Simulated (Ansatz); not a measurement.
**Run report: C, geometry relaxation (part 2 of 3)**

The same run, continued: C (slab, 24 atoms in the cell); DFT PBEsol, scalar-relativistic, plane waves, PAW, no spin polarisation (Ansatz 0.2.0); cutoff 420 eV, 14×5×1 k-mesh, Gaussian smearing of 0.1 eV. The structure derives from a Materials Project entry. It belongs to a series of runs on one base structure; here: (0 1 0) slab, atoms relaxed.

Geometry of the input (Å; fractional positions):
```
2.4592  0.0000  0.0000
0.0000  7.3232  0.0000
0.0000  0.0000  26.3555
C  0.5000  0.7500  0.2846
C  0.0000  0.2500  0.2846
C  0.5000  0.2500  0.3115
C  0.0000  0.7500  0.3115
C  0.0000  0.7500  0.3654
C  0.5000  0.2500  0.3654
C  0.0000  0.2500  0.3923
C  0.5000  0.7500  0.3923
C  0.5000  0.7500  0.4461
C  0.0000  0.2500  0.4461
C  0.5000  0.2500  0.4731
C  0.0000  0.7500  0.4731
C  0.0000  0.7500  0.5269
C  0.5000  0.2500  0.5269
C  0.0000  0.2500  0.5539
C  0.5000  0.7500  0.5539
C  0.5000  0.7500  0.6077
C  0.0000  0.2500  0.6077
C  0.5000  0.2500  0.6346
C  0.0000  0.7500  0.6346
C  0.0000  0.7500  0.6885
C  0.5000  0.2500  0.6885
C  0.0000  0.2500  0.7154
C  0.5000  0.7500  0.7154
```

The program's output, continued:
```
relax step   3: F+E_penalty+E_count = -5906.96468812 eV  Δ(F+E_penalty+E_count) = -1.563e-1 eV  max|allowed force component| = 2.013e-1 eV/Å  Δτ_max = 0.0286 Å  (7 SCF iters, dr2 threshold 1.00e-4 eV, accepted)
SCF iter   1: F=—  HF=-5906.969692 eV  |F-HF|=—  |Δ(HF+E_count)|=         —  Δρ=8.11e-4  dr2=2.37e-3  ethr=8.31e-5  p=-0.000 e·Å  D=-3.18e-6 V/Å  ΔV_dip=0.00 eV  dr2_dipole=3.85e-7  V_vac-E_F(+/−)=6.28/6.28 eV  ⟨swp⟩=2.0  Hψ=2992  notcnv=0  defer=204
efield: sawtooth ramp at fractional position 0.9800 (handed on by an earlier solve), width 0.0400; the density the first Hamiltonian is built on has a dipole p = -0.000 e·Å; the dipole correction subtracts the counter field D = -3.18e-6 V/Å, which shifts the + side's vacuum level by +0.00 eV against the − side's; the planar-averaged density in the ramp window peaks in size at 9.2e-7 e/Å³
preconditioner: auto → LDOS  [metal: Δε(μ)=0.010 eV  Ē_g=14.239 eV  σ=0.100 eV  W_gap=0.06  n_scr=68 (ndim 8)  ℏωp=16.7 eV  f_vac=0.469  D(μ)=11.26/eV (n_scr^D=64)  β→1.0]
SCF iter   2: F=—  HF=-5906.968563 eV  |F-HF|=—  |Δ(HF+E_count)|=   1.13e-3  Δρ=3.35e-4  dr2=4.19e-4  ethr=2.47e-6  p=-0.000 e·Å  D=-3.32e-6 V/Å  ΔV_dip=0.00 eV  dr2_dipole=8.50e-7  V_vac-E_F(+/−)=6.27/6.27 eV  ⟨swp⟩=2.0  Hψ=3023  notcnv=0  defer=212
SCF iter   3: F=—  HF=-5906.968523 eV  |F-HF|=—  |Δ(HF+E_count)|=   4.07e-5  Δρ=1.21e-4  dr2=8.21e-5  ethr=4.36e-7  p=-0.000 e·Å  D=-2.21e-6 V/Å  ΔV_dip=0.00 eV  dr2_dipole=3.51e-7  V_vac-E_F(+/−)=6.27/6.27 eV  ⟨swp⟩=2.0  Hψ=2422  notcnv=0  defer=212
SCF iter   4: F=—  HF=-5906.968523 eV  |F-HF|=—  |Δ(HF+E_count)|=   4.79e-7  Δρ=5.67e-5  dr2=2.06e-5  ethr=8.56e-8  p=-0.000 e·Å  D=-2.52e-6 V/Å  ΔV_dip=0.00 eV  dr2_dipole=5.13e-8  V_vac-E_F(+/−)=6.26/6.26 eV  ⟨swp⟩=2.0  Hψ=2262  notcnv=0  defer=212
SCF iter   5: F=—  HF=-5906.968524 eV  |F-HF|=—  |Δ(HF+E_count)|=   1.27e-6  Δρ=2.39e-5  dr2=3.72e-6  ethr=2.15e-8  p=-0.000 e·Å  D=-2.31e-6 V/Å  ΔV_dip=0.00 eV  dr2_dipole=5.42e-9  V_vac-E_F(+/−)=6.26/6.26 eV  ⟨swp⟩=2.0  Hψ=2156  notcnv=0  defer=212
SCF iter   6: F=-5906.968526 eV  HF=-5906.968526 eV  |F-HF|=2.03e-7  |Δ(HF+E_count)|=   1.54e-6  Δρ=6.98e-6  dr2=4.52e-7  ethr=2.64e-9  p=-0.000 e·Å  D=-2.32e-6 V/Å  ΔV_dip=0.00 eV  dr2_dipole=4.46e-10  V_vac-E_F(+/−)=6.26/6.26 eV  ⟨swp⟩=25.0  Hψ=16097  notcnv=0
SCF 4 converged in 6 iterations: F = -5906.968526 eV  dr2 = 4.52e-7
  greatest PAW one-centre occupation: 0.705 electrons in one spin orbital (limit 2), on the C atom at site 1 (counted from 0), in its partial waves of l = 0
relax step   4: F+E_penalty+E_count = -5906.96852614 eV  Δ(F+E_penalty+E_count) = -3.838e-3 eV  max|allowed force component| = 2.223e-2 eV/Å  Δτ_max = 0.0095 Å  (6 SCF iters, dr2 threshold 2.53e-6 eV, accepted)
SCF iter   1: F=—  HF=-5906.969059 eV  |F-HF|=—  |Δ(HF+E_count)|=         —  Δρ=6.53e-5  dr2=1.52e-5  ethr=1.12e-7  p=-0.000 e·Å  D=-2.32e-6 V/Å  ΔV_dip=0.00 eV  dr2_dipole=2.24e-7  V_vac-E_F(+/−)=6.26/6.26 eV  ⟨swp⟩=2.0  Hψ=3326  notcnv=0
efield: sawtooth ramp at fractional position 0.9800 (handed on by an earlier solve), width 0.0400; the density the first Hamiltonian is built on has a dipole p = -0.000 e·Å; the dipole correction subtracts the counter field D = -2.32e-6 V/Å, which shifts the + side's vacuum level by +0.00 eV against the − side's; the planar-averaged density in the ramp window peaks in size at 4.3e-7 e/Å³
preconditioner: auto → LDOS  [metal: Δε(μ)=0.010 eV  Ē_g=14.233 eV  σ=0.100 eV  W_gap=0.06  n_scr=68 (ndim 8)  ℏωp=16.7 eV  f_vac=0.469  D(μ)=11.26/eV (n_scr^D=64)  β→1.0]
SCF iter   2: F=—  HF=-5906.968553 eV  |F-HF|=—  |Δ(HF+E_count)|=   5.06e-4  Δρ=2.32e-5  dr2=3.16e-6  ethr=1.59e-8  p=-0.000 e·Å  D=-6.13e-7 V/Å  ΔV_dip=0.00 eV  dr2_dipole=5.15e-10  V_vac-E_F(+/−)=6.26/6.26 eV  ⟨swp⟩=2.2  Hψ=2981  notcnv=0
SCF iter   3: F=—  HF=-5906.968554 eV  |F-HF|=—  |Δ(HF+E_count)|=   1.35e-6  Δρ=1.35e-5  dr2=2.17e-6  ethr=3.29e-9  p=-0.000 e·Å  D=-5.07e-7 V/Å  ΔV_dip=0.00 eV  dr2_dipole=1.52e-9  V_vac-E_F(+/−)=6.26/6.26 eV  ⟨swp⟩=2.0  Hψ=2211  notcnv=0
SCF iter   4: F=—  HF=-5906.968554 eV  |F-HF|=—  |Δ(HF+E_count)|=   7.70e-8  Δρ=8.33e-6  dr2=9.18e-7  ethr=2.26e-9  p=-0.000 e·Å  D=-3.61e-7 V/Å  ΔV_dip=0.00 eV  dr2_dipole=7.69e-12  V_vac-E_F(+/−)=6.26/6.26 eV  ⟨swp⟩=2.2  Hψ=1967  notcnv=0
SCF iter   5: F=—  HF=-5906.968554 eV  |F-HF|=—  |Δ(HF+E_count)|=   1.03e-7  Δρ=6.23e-6  dr2=3.92e-7  ethr=9.56e-10  p=-0.000 e·Å  D=-1.84e-7 V/Å  ΔV_dip=0.00 eV  dr2_dipole=1.06e-9  V_vac-E_F(+/−)=6.26/6.26 eV  ⟨swp⟩=2.4  Hψ=2216  notcnv=0
SCF iter   6: F=-5906.968555 eV  HF=-5906.968554 eV  |F-HF|=3.16e-8  |Δ(HF+E_count)|=   1.41e-7  Δρ=1.93e-6  dr2=4.11e-8  ethr=1.04e-10  p=0.000 e·Å  D=1.70e-8 V/Å  ΔV_dip=-0.00 eV  dr2_dipole=1.06e-10  V_vac-E_F(+/−)=6.26/6.26 eV  ⟨swp⟩=14.9  Hψ=13544  notcnv=0
SCF 5 converged in 6 iterations: F = -5906.968555 eV  dr2 = 4.11e-8
relax step   5: F+E_penalty+E_count = -5906.96855451 eV  Δ(F+E_penalty+E_count) = -2.837e-5 eV  max|allowed force component| = 3.058e-3 eV/Å  Δτ_max = 0.0005 Å  (6 SCF iters, accepted)
```

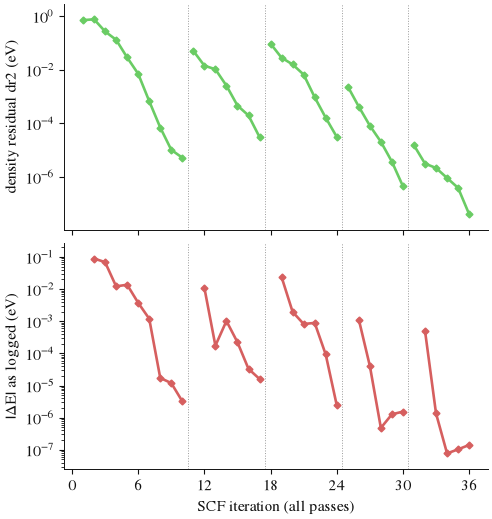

Convergence of the self-consistent field: density residual dr2 and size of the energy change against the SCF iteration. The dotted lines part the SCF passes of the relaxation: geometry steps, rejected trials and re-solves on a re-selected basis. The 5 passes take 6 to 10 iterations each, 36 in all.

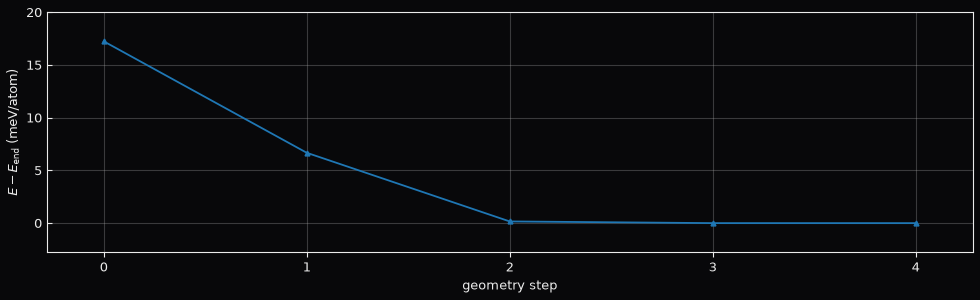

Progress of the relaxation, step by step (the first geometry is step 0 here and step 1 in the log).

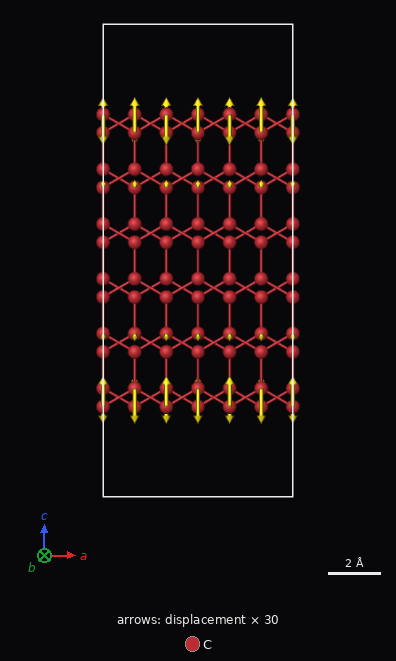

The starting structure with the displacements as yellow arrows, magnified 30 times (ball-and-stick view of the 3 × 1 repeat of the cell, with the vacuum cut short, along the b axis). The largest moves, 0.047 Å, are those of C3, C4, C21 and C22. The cell doesn't change. Among the contacts that change: C19–C22 1.420 → 1.468 Å, C1–C4 1.420 → 1.378 Å, C11–C14 1.420 → 1.427 Å, C17–C20 1.420 → 1.414 Å. Among the angles that change: C23–C22–C23 120.0° → 126.3°, C19–C22–C23 120.0° → 116.9°. Over 4 geometry steps the energy falls by 17.2 meV per atom. The largest force component goes from 2.9 to 0.0031 eV/Å. (Atoms are counted from 1 in the order of the input.)

```
WARN: The output density's exchange-correlation potential varies sharply where the density is thin. Do not read a vacuum level from v_tot or v_xc, or from such a field of the output density. On a cell that repeats whose density bears no net charge and no dipole along the vacuum's axis use v_es (v_loc + v_h of the components); under efield.dipole_correction with no amplitude use v_es + v_field, which holds any external_charges[].barrier, or the levels of the report's work_function block, which leave it out; under a non-zero efield.amplitude the vacuum is tilted and has no level; on a cell that repeats and bears such a dipole with no correction it is tilted too, and efield.dipole_correction with no amplitude gives each side of its ramp a level where efield: is served; in a cell that repeats whose density bears a net charge (total_charge, or a fill off its count) it is curved and has none; of a slab under crystal.periodic whose density bears no net charge use v_es, which has a level on each side, short of where the two are joined; of another it falls or rises all the way out and has none; of a slab beside external_charges read slab_vacuum_level instead, which it has where they leave it neutral. The grid or the basis barely resolves most such structure, and the values can differ between equally converged runs; as a rule a tighter scf.convergence.dr2_threshold does not remove it. Where the density itself ripples (under the LDA too) a higher basis.ecutwfc lessens it. The files hold the spikes' plane waves up to the density's cutoff. Files: v_tot_of_output_density and the like, and their columns of v_z.tsv (output.write_potential); v_xc_of_output_density and the like, and their columns of v_comp_z.tsv (output.write_potential_components). Measured: with its Gaussian average of σ = 0.25 Å subtracted twice, the exchange-correlation potential is over 0.1 eV at 148 of the grid points where the equally averaged density (valence and model cores) is under 1e-3 e/Å³, and 0.201 eV at the most among them, at an averaged density of 2.2e-7 e/Å³. The input density's (outcome.potential() and, of a run that writes arrays, v_tot and v_xc) is over 0.1 eV, so measured, at 124 points of its own thin density, 0.128 eV at the most. See output.write_potential in the manual, Limitations
SCF converged after 6 iterations
Free energy (F): -5906.968555 eV
Harris-Foulkes:  -5906.968554 eV  (|F-HF|=3.16e-8)
Internal energy: -5906.912234 eV  (E = F + TS)
E sigma→0 (E₀):  -5906.940394 eV
Entropy (-TS):   -0.056321 eV (-2.347 meV/atom)
Fermi energy:    -0.309176 eV
Dipole field:    D = -0.000009 V/Å  (p = -0.000024 e·Å, saw-weighted, corrected)
Work function:   Φ+ = 6.2605 eV   Φ− = 6.2602 eV
Levels:          The Fermi level and band energies are counted from a zero that moves with the ramp; work functions are not
--- Per-component energies (eV) ---
  E_band       = -878.598556
  E_kinetic    = 2158.499282
  E_local      = -58420.735146  (includes V_loc(G=0)·N_el)
  E_nonlocal   = 661.468919
  E_hartree    = 28146.645970
  E_xc         = -1133.440367
  E_vxc        = -1407.682295  (∫ρ·V_xc dr)
  E_paw        = -2288.994725  (= ΣΔE_a)
  E_vpaw       = -163.484758  (= ΣTr[D̂ρ^β])
  E_aug_tail   = 0.000195  (compensation charges beyond the density's cutoff)
  E_efield     = 0.000000  (sawtooth field / dipole correction)
  E_vefield    = 0.000000  (∫n·V_field dr)
  E_ewald      = 24969.137227
  E_core_change = 0.506412  (= ΣΔE_core)
  E_smearing   = -0.056321  (= −TS)
  E_closure    = -0.000000  (closes the sum)
  Σ components = -5906.968555   (vs F -5906.968555, Δ=0.00e0)
--- Forces (eV/Å), atoms counted from 1 ---
  atom   1  C      0.00000000     0.00000000     0.00026699
  atom   2  C      0.00000000     0.00000000     0.00026699
  atom   3  C      0.00000000     0.00000000    -0.00025807
  atom   4  C      0.00000000     0.00000000    -0.00025807
  atom   5  C     -0.00000000     0.00000000    -0.00105315
  atom   6  C      0.00000000     0.00000000    -0.00105315
  atom   7  C      0.00000000     0.00000000     0.00204989
  atom   8  C     -0.00000000     0.00000000     0.00204989
  atom   9  C     -0.00000000     0.00000000    -0.00291039
  atom  10  C     -0.00000000     0.00000000    -0.00291039
  atom  11  C     -0.00000000     0.00000000     0.00220793
  atom  12  C      0.00000000     0.00000000     0.00220793
  atom  13  C      0.00000000     0.00000000    -0.00250336
  atom  14  C      0.00000000     0.00000000    -0.00250336
  atom  15  C      0.00000000     0.00000000     0.00305824
  atom  16  C      0.00000000     0.00000000     0.00305824
  atom  17  C      0.00000000     0.00000000    -0.00197847
  atom  18  C     -0.00000000    -0.00000000    -0.00197847
  atom  19  C     -0.00000000     0.00000000     0.00117049
  atom  20  C     -0.00000000     0.00000000     0.00117049
  atom  21  C      0.00000000     0.00000000     0.00023543
  atom  22  C      0.00000000     0.00000000     0.00023543
  atom  23  C      0.00000000     0.00000000    -0.00028324
  atom  24  C      0.00000000     0.00000000    -0.00028324
  max |Σ_I F_I| component: 4.56e-6 eV/Å
--- Band table (eV; the first three rows and the last of 24) ---
  k-point 0: bands = ["-19.8781", "-19.7288", "-19.4132", "-19.2685", "-18.6399", "-18.5016", "-17.6191", "-17.4887", "-16.3671", "-16.2453", "-15.0596", "-14.9441", "-12.4540", "-12.3655", "-10.4444", "-10.3634", "-8.5282", "-8.3395", "-8.2688", "-7.9803", "-7.2806", "-7.1128", "-6.8125", "-6.7907", "-6.7597", "-6.5192", "-6.4985", "-6.2445", "-6.1877", "-6.0223", "-5.9628", "-5.9435", "-5.9330", "-5.2767", "-5.2593", "-4.9044", "-4.8159", "-4.5349", "-4.5187", "-4.3376", "-4.3050", "-3.8277", "-3.8129", "-3.7916", "-3.7189", "-2.8071", "-0.3189", "-0.2605", "-0.0155", "0.0387", "1.6111", "2.6403", "3.2737", "3.4610", "3.8845", "4.4481", "4.8052", "5.4011", "5.6307", "5.6367", "6.1528", "6.4453", "6.6058", "6.9205", "6.9679", "7.1376", "7.1889", "7.3707", "7.5469", "7.5972", "7.7058", "7.7601"]
  k-point 1: bands = ["-19.8643", "-19.7435", "-19.3998", "-19.2828", "-18.6271", "-18.5152", "-17.6070", "-17.5015", "-16.3558", "-16.2572", "-15.0489", "-14.9554", "-12.4457", "-12.3741", "-10.4368", "-10.3713", "-8.4242", "-8.3329", "-8.2757", "-7.8784", "-7.4191", "-7.0136", "-6.8953", "-6.8105", "-6.7927", "-6.5172", "-6.5005", "-6.2390", "-6.1937", "-6.0629", "-5.9611", "-5.9454", "-5.9270", "-5.2751", "-5.2610", "-5.0263", "-4.7286", "-4.5332", "-4.5204", "-4.3348", "-4.3075", "-3.9013", "-3.8259", "-3.8141", "-3.6398", "-2.9036", "-0.2882", "-0.2303", "-0.0442", "0.0097", "1.6993", "2.5285", "3.5464", "3.6332", "4.2338", "4.3397", "5.1273", "5.4735", "5.7194", "5.7695", "6.3223", "6.4135", "6.7822", "6.8202", "6.9847", "7.1282", "7.2025", "7.2724", "7.3600", "7.4767", "7.5659", "7.6706"]
  k-point 2: bands = ["-19.8277", "-19.7816", "-19.3643", "-19.3196", "-18.5931", "-18.5504", "-17.5750", "-17.5347", "-16.3258", "-16.2881", "-15.0204", "-14.9847", "-12.4238", "-12.3965", "-10.4168", "-10.3918", "-8.3157", "-8.2939", "-8.1397", "-7.7584", "-7.5998", "-7.2266", "-6.8046", "-6.7980", "-6.7431", "-6.5118", "-6.5056", "-6.3821", "-6.2252", "-6.2080", "-5.9560", "-5.9501", "-5.6694", "-5.3273", "-5.2705", "-5.2652", "-4.5291", "-4.5243", "-4.4929", "-4.3295", "-4.3134", "-4.1728", "-3.8223", "-3.8178", "-3.4258", "-3.1457", "-0.2110", "-0.1550", "-0.1187", "-0.0645", "1.9383", "2.2525", "3.7766", "4.0762", "4.6225", "5.1935", "5.6591", "5.7995", "5.9969", "6.0236", "6.0851", "6.3288", "6.4333", "6.6072", "6.6093", "7.0321", "7.0654", "7.0868", "7.1430", "7.2298", "7.2323", "7.3665"]
```
